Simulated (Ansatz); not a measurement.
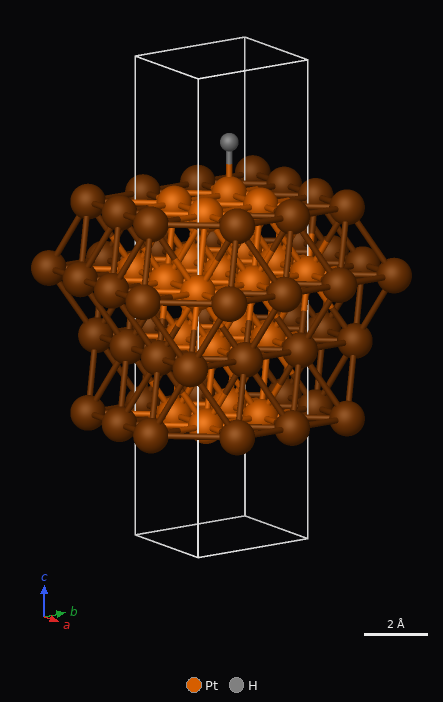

**Figure 1.** The input geometry (ball-and-stick view of the cell of the calculation, with the vacuum cut short, seen slightly off an axis; neighbours outside the cell are drawn fainter).

Pt$_{16}$H: geometry relaxation (part 1 of 3)

The run: geometry relaxation of Pt$_{16}$H (slab, 17 atoms in the cell). Method and program: DFT PBE, scalar-relativistic, plane waves, PAW, no spin polarisation (Ansatz 0.2.0).

The structure derives from an entry of the Crystallography Open Database. The input holds or restrains some coordinates.

Output:
```
Engine: ansatz 0.2.0, aarch64-unknown-linux-gnu
Pseudopotentials: kind: paw
Pseudopotential: Pt, paw, valence charge 18, recommended cutoff 420 eV (normal), Pt.paw.azcp
Pseudopotential: H, paw, valence charge 1, recommended cutoff 420 eV (normal), H.paw.azcp
Functional definition: PBE
  parameter kappa = 0.804
  parameter beta = 0.06672455060314922
  exchange = pbe_x(kappa = kappa, mu = beta*pi^2/3)
  correlation = pbe_c(beta = beta)
Crystal: 17 atoms, lattice volume = 706.433 Å³
Basis set: ecut = 420 eV, 13779 PW (Γ), exchange–correlation on 80×80×360 points (8 copies of the dense FFT grid, shifted against one another)
Bands: 174, of which v1, the nominal top of the filled ones, is band 145 counted from 1 (144 counted from 0)
Symmetry: 6 space group operations
Space group: P3m1 (ITA 156), of the structure as read, at distance tolerance 8.9e-5 Å
k-points: 7 of 36 (time reversal used)
Non-local potential: Pt, projectors of the file, l = 0: 3, l = 1: 2, l = 2: 2, l = 3: 1
Non-local potential: H, projectors of the file, l = 0: 2, l = 1: 1
PAW form: soft (Blöchl's): semilocal exchange-correlation on the pseudo side does not see the compensation charge
PAW one-centre angular grid: Pt, 590 points (default); XC on 64 Gauss nodes
PAW one-centre angular grid: H, 110 points (default); XC on 64 Gauss nodes
Initial density: superposition of atomic densities (neutral atoms: chi_scale 0, normalization atom), corrected by the library's trained network
Initial wavefunctions: pseudopotential atomic-orbital guess
Functional: x = pbe(κ = 0.804, μ = 0.2195149727645171), c = pbe(β = 0.06672455060314922)
SCF iter   1: F=—  HF=-200379.568859 eV  |F-HF|=—  |Δ(HF+E_count)|=         —  Δρ=7.47e-3  dr2=2.74e0  ethr=1.77e-3  p=0.008 e·Å  D=1.93e-3 V/Å  ΔV_dip=-0.05 eV  dr2_dipole=5.28e-1  V_vac-E_F(+/−)=5.17/5.22 eV  ⟨swp⟩=7.3  Hψ=5081  notcnv=0  defer=49
efield: sawtooth ramp at fractional position 0.9434 (placed from the atoms, in the widest stretch of the axis that holds none; the zero of the levels goes with the place), width 0.1000; the density the first Hamiltonian is built on has a dipole p = 0.008 e·Å; the dipole correction subtracts the counter field D = 1.93e-3 V/Å, which shifts the + side's vacuum level by -0.05 eV against the − side's; the planar-averaged density in the ramp window peaks in size at 1.0e-5 e/Å³
preconditioner: auto → LDOS  [metal: Δε(μ)=0.017 eV  Ē_g=7.117 eV  σ=0.100 eV  W_gap=0.09  n_scr=150 (ndim 8)  ℏωp=17.7 eV  f_vac=0.591  D(μ)=25.81/eV (n_scr^D=200)  β→1.0]
SCF iter   2: F=—  HF=-200379.548514 eV  |F-HF|=—  |Δ(HF+E_count)|=   2.03e-2  Δρ=3.77e-3  dr2=1.86e-1  ethr=9.47e-4  p=0.027 e·Å  D=6.82e-3 V/Å  ΔV_dip=-0.18 eV  dr2_dipole=2.06e-2  V_vac-E_F(+/−)=5.58/5.76 eV  ⟨swp⟩=2.0  Hψ=1440  notcnv=0  defer=113
SCF iter   3: F=—  HF=-200379.541530 eV  |F-HF|=—  |Δ(HF+E_count)|=   6.98e-3  Δρ=1.81e-3  dr2=1.87e-1  ethr=6.44e-5  p=0.029 e·Å  D=7.40e-3 V/Å  ΔV_dip=-0.19 eV  dr2_dipole=2.69e-3  V_vac-E_F(+/−)=5.38/5.57 eV  ⟨swp⟩=2.7  Hψ=2001  notcnv=0  defer=113
SCF iter   4: F=—  HF=-200379.527401 eV  |F-HF|=—  |Δ(HF+E_count)|=   1.41e-2  Δρ=7.76e-4  dr2=1.25e-2  ethr=6.44e-5  p=0.030 e·Å  D=7.70e-3 V/Å  ΔV_dip=-0.20 eV  dr2_dipole=1.21e-5  V_vac-E_F(+/−)=5.48/5.68 eV  ⟨swp⟩=2.0  Hψ=1582  notcnv=0  defer=113
SCF iter   5: F=—  HF=-200379.526876 eV  |F-HF|=—  |Δ(HF+E_count)|=   5.25e-4  Δρ=3.94e-4  dr2=4.13e-3  ethr=4.31e-6  p=0.030 e·Å  D=7.57e-3 V/Å  ΔV_dip=-0.20 eV  dr2_dipole=1.36e-4  V_vac-E_F(+/−)=5.47/5.67 eV  ⟨swp⟩=2.0  Hψ=1749  notcnv=0  defer=92
SCF iter   6: F=—  HF=-200379.526807 eV  |F-HF|=—  |Δ(HF+E_count)|=   6.82e-5  Δρ=1.53e-4  dr2=1.15e-3  ethr=1.43e-6  p=0.029 e·Å  D=7.51e-3 V/Å  ΔV_dip=-0.19 eV  dr2_dipole=3.05e-5  V_vac-E_F(+/−)=5.47/5.66 eV  ⟨swp⟩=1.7  Hψ=1126  notcnv=0  defer=92
SCF iter   7: F=—  HF=-200379.526801 eV  |F-HF|=—  |Δ(HF+E_count)|=   6.47e-6  Δρ=6.01e-5  dr2=8.11e-5  ethr=3.98e-7  p=0.029 e·Å  D=7.50e-3 V/Å  ΔV_dip=-0.19 eV  dr2_dipole=4.32e-6  V_vac-E_F(+/−)=5.47/5.67 eV  ⟨swp⟩=2.1  Hψ=1305  notcnv=0  defer=92
SCF iter   8: F=-200379.526798 eV  HF=-200379.526812 eV  |F-HF|=1.47e-5  |Δ(HF+E_count)|=   1.15e-5  Δρ=3.43e-5  dr2=1.88e-5  ethr=7.79e-9  p=0.029 e·Å  D=7.51e-3 V/Å  ΔV_dip=-0.19 eV  dr2_dipole=2.83e-11  V_vac-E_F(+/−)=5.47/5.67 eV  ⟨swp⟩=23.7  Hψ=13958  notcnv=0
SCF 1 converged in 8 iterations: F = -200379.526798 eV  dr2 = 1.88e-5
  greatest PAW one-centre occupation: 1.000 electrons in one spin orbital (limit 2), on the Pt atom at site 12 (counted from 0), in its partial waves of l = 0
relax step   1: F+E_penalty+E_count = -200379.52679767 eV  Δ(F+E_penalty+E_count) = +0.000e0 eV  max|allowed force component| = 2.160e0 eV/Å  Δτ_max = 0.0000 Å  (8 SCF iters, dr2 threshold 2.25e-5 eV, accepted)
Initial density: handed on by an earlier stage of this run
Initial wavefunctions: those handed on with the density
iter 1 solved again at ethr=1.06e-4 eV; its pass at ethr=3.10e-3 eV (dr2=3.07e-1 eV) is discarded
SCF iter   1: F=—  HF=-200379.688699 eV  |F-HF|=—  |Δ(HF+E_count)|=         —  Δρ=9.02e-3  dr2=2.88e-1  ethr=1.06e-4  p=0.029 e·Å  D=7.51e-3 V/Å  ΔV_dip=-0.19 eV  dr2_dipole=3.24e-2  V_vac-E_F(+/−)=5.48/5.67 eV  ⟨swp⟩=2.0  Hψ=4212  notcnv=0  defer=128
efield: sawtooth ramp at fractional position 0.9434 (handed on by an earlier solve), width 0.1000; the density the first Hamiltonian is built on has a dipole p = 0.029 e·Å; the dipole correction subtracts the counter field D = 7.51e-3 V/Å, which shifts the + side's vacuum level by -0.19 eV against the − side's; the planar-averaged density in the ramp window peaks in size at 1.6e-6 e/Å³
preconditioner: auto → LDOS  [metal: Δε(μ)=0.059 eV  Ē_g=7.190 eV  σ=0.100 eV  W_gap=0.32  n_scr=150 (ndim 8)  ℏωp=17.7 eV  f_vac=0.591  D(μ)=25.91/eV (n_scr^D=200)  β→1.0]
SCF iter   2: F=—  HF=-200379.666203 eV  |F-HF|=—  |Δ(HF+E_count)|=   2.25e-2  Δρ=1.84e-3  dr2=2.70e-2  ethr=9.96e-5  p=0.018 e·Å  D=4.52e-3 V/Å  ΔV_dip=-0.12 eV  dr2_dipole=4.09e-4  V_vac-E_F(+/−)=5.56/5.68 eV  ⟨swp⟩=2.1  Hψ=2141  notcnv=0  defer=128
SCF iter   3: F=—  HF=-200379.661807 eV  |F-HF|=—  |Δ(HF+E_count)|=   4.40e-3  Δρ=8.56e-4  dr2=1.19e-2  ethr=9.34e-6  p=0.034 e·Å  D=8.78e-3 V/Å  ΔV_dip=-0.23 eV  dr2_dipole=1.89e-4  V_vac-E_F(+/−)=5.45/5.68 eV  ⟨swp⟩=3.0  Hψ=2295  notcnv=0  defer=128
SCF iter   4: F=—  HF=-200379.659459 eV  |F-HF|=—  |Δ(HF+E_count)|=   2.35e-3  Δρ=2.99e-4  dr2=1.43e-3  ethr=4.11e-6  p=0.030 e·Å  D=7.58e-3 V/Å  ΔV_dip=-0.20 eV  dr2_dipole=1.58e-6  V_vac-E_F(+/−)=5.48/5.67 eV  ⟨swp⟩=2.3  Hψ=1875  notcnv=0  defer=130
SCF iter   5: F=—  HF=-200379.659318 eV  |F-HF|=—  |Δ(HF+E_count)|=   1.41e-4  Δρ=1.47e-4  dr2=5.00e-4  ethr=4.93e-7  p=0.030 e·Å  D=7.66e-3 V/Å  ΔV_dip=-0.20 eV  dr2_dipole=8.61e-6  V_vac-E_F(+/−)=5.47/5.67 eV  ⟨swp⟩=2.7  Hψ=2145  notcnv=0  defer=130
SCF iter   6: F=—  HF=-200379.659309 eV  |F-HF|=—  |Δ(HF+E_count)|=   9.65e-6  Δρ=9.30e-5  dr2=2.35e-4  ethr=1.73e-7  p=0.030 e·Å  D=7.57e-3 V/Å  ΔV_dip=-0.20 eV  dr2_dipole=3.02e-6  V_vac-E_F(+/−)=5.48/5.67 eV  ⟨swp⟩=2.0  Hψ=1507  notcnv=0  defer=130
SCF iter   7: F=-200379.659290 eV  HF=-200379.659311 eV  |F-HF|=2.12e-5  |Δ(HF+E_count)|=   2.43e-6  Δρ=3.42e-5  dr2=2.66e-5  ethr=3.46e-8  p=0.029 e·Å  D=7.51e-3 V/Å  ΔV_dip=-0.19 eV  dr2_dipole=9.70e-7  V_vac-E_F(+/−)=5.48/5.67 eV  ⟨swp⟩=21.1  Hψ=12349  notcnv=0
SCF 2 converged in 7 iterations: F = -200379.659290 eV  dr2 = 2.66e-5
relax step   2: F+E_penalty+E_count = -200379.65928983 eV  Δ(F+E_penalty+E_count) = -1.325e-1 eV  max|allowed force component| = 8.670e-1 eV/Å  Δτ_max = 0.1787 Å  (7 SCF iters, dr2 threshold 1.00e-4 eV, accepted)
SCF iter   1: F=—  HF=-200379.681421 eV  |F-HF|=—  |Δ(HF+E_count)|=         —  Δρ=3.64e-3  dr2=3.40e-2  ethr=1.65e-4  p=0.029 e·Å  D=7.51e-3 V/Å  ΔV_dip=-0.19 eV  dr2_dipole=2.09e-3  V_vac-E_F(+/−)=5.47/5.67 eV  ⟨swp⟩=3.0  Hψ=2296  notcnv=0  defer=131
efield: sawtooth ramp at fractional position 0.9434 (handed on by an earlier solve), width 0.1000; the density the first Hamiltonian is built on has a dipole p = 0.029 e·Å; the dipole correction subtracts the counter field D = 7.51e-3 V/Å, which shifts the + side's vacuum level by -0.19 eV against the − side's; the planar-averaged density in the ramp window peaks in size at 2.3e-6 e/Å³
preconditioner: auto → LDOS  [metal: Δε(μ)=0.025 eV  Ē_g=7.205 eV  σ=0.100 eV  W_gap=0.14  n_scr=150 (ndim 8)  ℏωp=17.7 eV  f_vac=0.592  D(μ)=26.41/eV (n_scr^D=218)  β→1.0]
SCF iter   2: F=—  HF=-200379.678365 eV  |F-HF|=—  |Δ(HF+E_count)|=   3.06e-3  Δρ=7.65e-4  dr2=4.24e-3  ethr=1.17e-5  p=0.034 e·Å  D=8.77e-3 V/Å  ΔV_dip=-0.23 eV  dr2_dipole=5.75e-5  V_vac-E_F(+/−)=5.44/5.67 eV  ⟨swp⟩=2.7  Hψ=2460  notcnv=0  defer=131
SCF iter   3: F=—  HF=-200379.677293 eV  |F-HF|=—  |Δ(HF+E_count)|=   1.07e-3  Δρ=3.26e-4  dr2=1.79e-3  ethr=1.47e-6  p=0.031 e·Å  D=7.82e-3 V/Å  ΔV_dip=-0.20 eV  dr2_dipole=3.41e-5  V_vac-E_F(+/−)=5.46/5.67 eV  ⟨swp⟩=3.0  Hψ=2471  notcnv=0  defer=131
SCF iter   4: F=—  HF=-200379.676960 eV  |F-HF|=—  |Δ(HF+E_count)|=   3.33e-4  Δρ=1.04e-4  dr2=1.06e-4  ethr=6.19e-7  p=0.029 e·Å  D=7.51e-3 V/Å  ΔV_dip=-0.19 eV  dr2_dipole=1.71e-6  V_vac-E_F(+/−)=5.48/5.67 eV  ⟨swp⟩=2.0  Hψ=1958  notcnv=0  defer=131
SCF iter   5: F=—  HF=-200379.676948 eV  |F-HF|=—  |Δ(HF+E_count)|=   1.23e-5  Δρ=4.00e-5  dr2=7.97e-5  ethr=3.66e-8  p=0.030 e·Å  D=7.61e-3 V/Å  ΔV_dip=-0.20 eV  dr2_dipole=5.35e-8  V_vac-E_F(+/−)=5.47/5.67 eV  ⟨swp⟩=2.7  Hψ=1969  notcnv=0  defer=131
SCF iter   6: F=-200379.676932 eV  HF=-200379.676947 eV  |F-HF|=1.55e-5  |Δ(HF+E_count)|=   4.55e-7  Δρ=2.18e-5  dr2=1.84e-5  ethr=1.63e-8  p=0.030 e·Å  D=7.59e-3 V/Å  ΔV_dip=-0.20 eV  dr2_dipole=1.15e-7  V_vac-E_F(+/−)=5.47/5.67 eV  ⟨swp⟩=19.9  Hψ=12319  notcnv=0
SCF 3 converged in 6 iterations: F = -200379.676932 eV  dr2 = 1.84e-5
relax step   3: F+E_penalty+E_count = -200379.67693186 eV  Δ(F+E_penalty+E_count) = -1.764e-2 eV  max|allowed force component| = 2.729e-2 eV/Å  Δτ_max = 0.0651 Å  (6 SCF iters, dr2 threshold 4.70e-5 eV, accepted)
iter 1 solved again at ethr=6.38e-9 eV; its pass at ethr=3.10e-3 eV (dr2=1.84e-5 eV) is discarded
SCF iter   1: F=—  HF=-200379.676988 eV  |F-HF|=—  |Δ(HF+E_count)|=         —  Δρ=2.18e-5  dr2=1.84e-5  ethr=6.38e-9  p=0.030 e·Å  D=7.59e-3 V/Å  ΔV_dip=-0.20 eV  dr2_dipole=1.13e-7  V_vac-E_F(+/−)=5.47/5.67 eV  ⟨swp⟩=1.0  Hψ=2870  notcnv=0
efield: sawtooth ramp at fractional position 0.9434 (handed on by an earlier solve), width 0.1000; the density the first Hamiltonian is built on has a dipole p = 0.030 e·Å; the dipole correction subtracts the counter field D = 7.59e-3 V/Å, which shifts the + side's vacuum level by -0.20 eV against the − side's; the planar-averaged density in the ramp window peaks in size at 2.4e-6 e/Å³
preconditioner: auto → LDOS  [metal: Δε(μ)=0.027 eV  Ē_g=7.201 eV  σ=0.100 eV  W_gap=0.15  n_scr=150 (ndim 8)  ℏωp=17.7 eV  f_vac=0.592  D(μ)=26.43/eV (n_scr^D=218)  β→1.0]
SCF iter   2: F=—  HF=-200379.676949 eV  |F-HF|=—  |Δ(HF+E_count)|=   3.91e-5  Δρ=1.89e-5  dr2=4.33e-6  ethr=6.38e-9  p=0.030 e·Å  D=7.58e-3 V/Å  ΔV_dip=-0.20 eV  dr2_dipole=2.70e-7  V_vac-E_F(+/−)=5.47/5.67 eV  ⟨swp⟩=2.0  Hψ=1713  notcnv=0
SCF iter   3: F=—  HF=-200379.676949 eV  |F-HF|=—  |Δ(HF+E_count)|=   2.49e-7  Δρ=8.92e-6  dr2=3.62e-6  ethr=1.50e-9  p=0.030 e·Å  D=7.59e-3 V/Å  ΔV_dip=-0.20 eV  dr2_dipole=7.44e-9  V_vac-E_F(+/−)=5.47/5.67 eV  ⟨swp⟩=2.0  Hψ=1965  notcnv=0
SCF iter   4: F=—  HF=-200379.676949 eV  |F-HF|=—  |Δ(HF+E_count)|=   1.28e-7  Δρ=3.54e-6  dr2=3.50e-7  ethr=1.25e-9  p=0.030 e·Å  D=7.59e-3 V/Å  ΔV_dip=-0.20 eV  dr2_dipole=1.25e-9  V_vac-E_F(+/−)=5.47/5.67 eV  ⟨swp⟩=2.0  Hψ=1472  notcnv=0
iter 5 did not close the SCF: its close was put off until two iterations running show no level that it waits for move by more than its bar (scf_convergence_deferred on its scf_iter line)
SCF iter   5: F=-200379.676949 eV  HF=-200379.676949 eV  |F-HF|=1.87e-8  |Δ(HF+E_count)|=   4.34e-8  Δρ=1.02e-6  dr2=1.55e-8  ethr=3.46e-11  p=0.030 e·Å  D=7.59e-3 V/Å  ΔV_dip=-0.20 eV  dr2_dipole=1.05e-9  V_vac-E_F(+/−)=5.47/5.67 eV  ⟨swp⟩=15.9  Hψ=9551  notcnv=0
iter 6 did not close the SCF: its close was put off until two iterations running show no level that it waits for move by more than its bar (scf_convergence_deferred on its scf_iter line)
SCF iter   6: F=-200379.676949 eV  HF=-200379.676949 eV  |F-HF|=1.42e-8  |Δ(HF+E_count)|=   1.34e-8  Δρ=5.99e-7  dr2=5.87e-9  ethr=5.37e-12  p=0.030 e·Å  D=7.59e-3 V/Å  ΔV_dip=-0.20 eV  dr2_dipole=4.35e-10  V_vac-E_F(+/−)=5.47/5.67 eV  ⟨swp⟩=9.0  Hψ=7803  notcnv=0
SCF iter   7: F=-200379.676949 eV  HF=-200379.676949 eV  |F-HF|=4.69e-9  |Δ(HF+E_count)|=   1.36e-8  Δρ=2.54e-7  dr2=1.06e-9  ethr=2.03e-12  p=0.030 e·Å  D=7.59e-3 V/Å  ΔV_dip=-0.20 eV  dr2_dipole=2.92e-11  V_vac-E_F(+/−)=5.47/5.67 eV  ⟨swp⟩=9.1  Hψ=7299  notcnv=0
SCF 4 converged in 7 iterations: F = -200379.676949 eV  dr2 = 1.06e-9
relax step   4: F+E_penalty+E_count = -200379.67694873 eV  Δ(F+E_penalty+E_count) = -1.687e-5 eV  max|allowed force component| = 2.790e-2 eV/Å  Δτ_max = 0.0000 Å  (7 SCF iters, accepted)
```

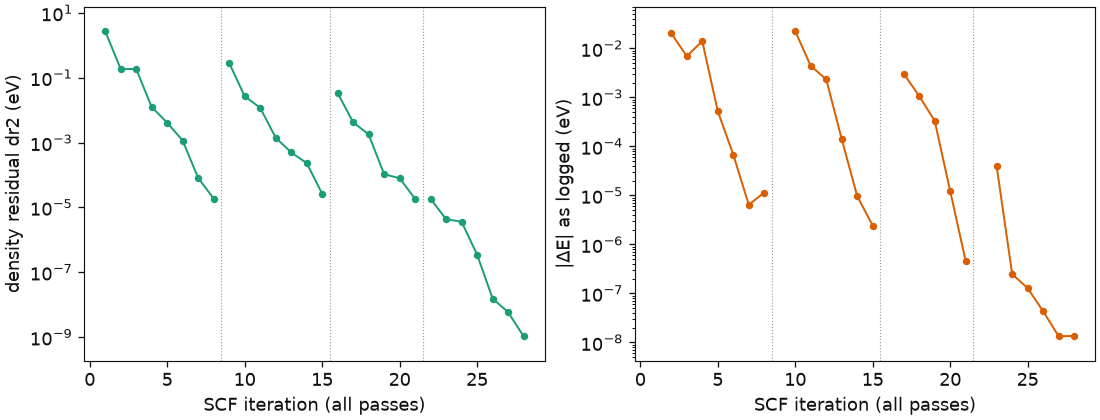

**Figure 2.** Convergence of the self-consistent field: density residual dr2 and size of the energy change against the SCF iteration. The dotted lines part the SCF passes of the relaxation: geometry steps, rejected trials and re-solves on a re-selected basis. The passes take 8, 7, 6 and 7 iterations.

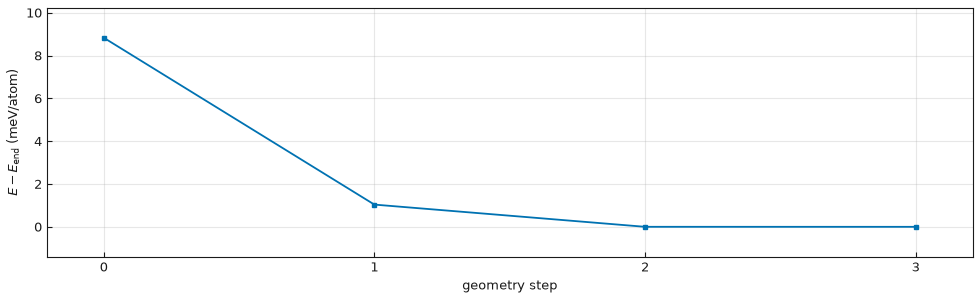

**Figure 3.** Progress of the restrained relaxation, step by step (the first geometry is step 0 here and step 1 in the log).
